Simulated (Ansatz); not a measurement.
Input file:

```
crystal:
  lattice:
    - [2.9169863342, 0.0, 0.0]
    - [0.0, 2.9169863342, 0.0]
    - [0.0, 0.0, 2.9169863342]
  atoms:
    - { symbol: Hf, position: [0.5, 0.5, 0.5] }
basis:
  ecutwfc: 420
kpoints:
  mp_grid: { grid: [18, 18, 18] }
hamiltonian:
  xc: pbe
scf:
  occupations: { method: gaussian, width: 0.1 }
output:
  forces: true
  stress: true
  eigenvalues: true
  write_density: true
  write_potential: true
  elf: true
  volumetric_format: npy
relax:
  adjacent_minimum: "off"
  f_tol: 0.01
  max_steps: 80
  cell: { stress_tol: 0.05 }
```

Launched as:

```sh
ansatz run input.yaml --threads 1 --pin off --max-ram 2048MiB --backend cpu --events-out ev --progress --plain --runs-dir out
```

Below, planes, directions and counts refer to the conventional cell (a = 2.91 Å, b = 2.91 Å, c = 2.91 Å, α = 90.00°, β = 90.00°, γ = 90.00°).

The fields are those of the run's last geometry, not of the input's.

Space group Pm-3m; a structure generated by program, which may or may not match a known phase.

All numbers below come from DFT PBE, scalar-relativistic, plane waves, PAW (Ansatz 0.2.0).

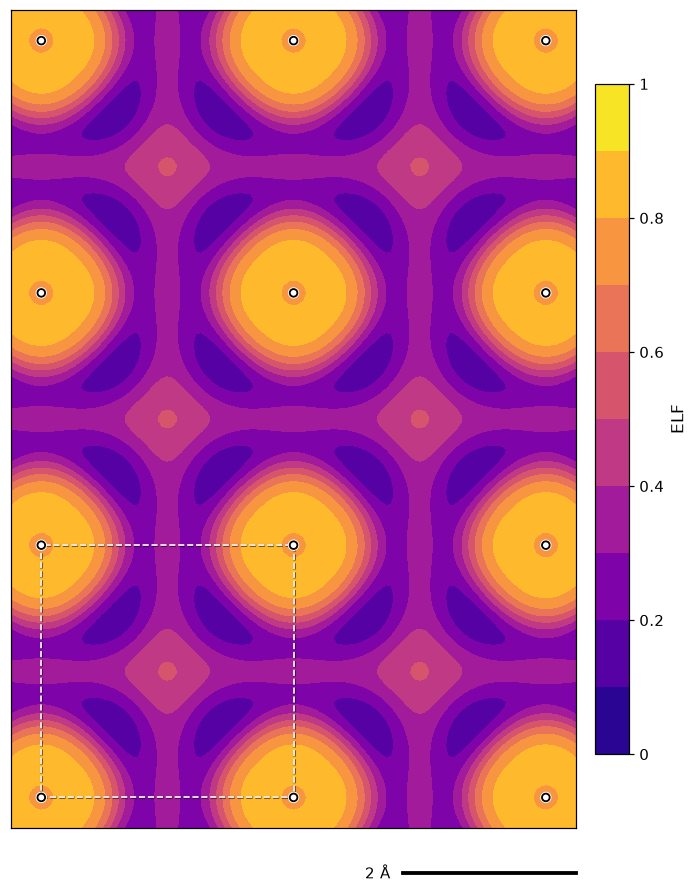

Hf. Electron localisation function on the (001) plane of the conventional cell. Circles mark the nuclei in the plane (Hf).

Core electrons are frozen (PAW), and the valence fields are smoothed inside the atomic spheres.

Describe what can be read from this map.

The plane passes through Hf nuclei. Hf–Hf (2.91 Å): the ELF is about 0.35 at the midpoint. The features right at Hf lie inside the PAW spheres, where the map follows smoothed inner orbitals and isn't to be read closely.

Does the calculation give a band gap?

It is metallic or semimetallic at this level of theory: no gap opens.
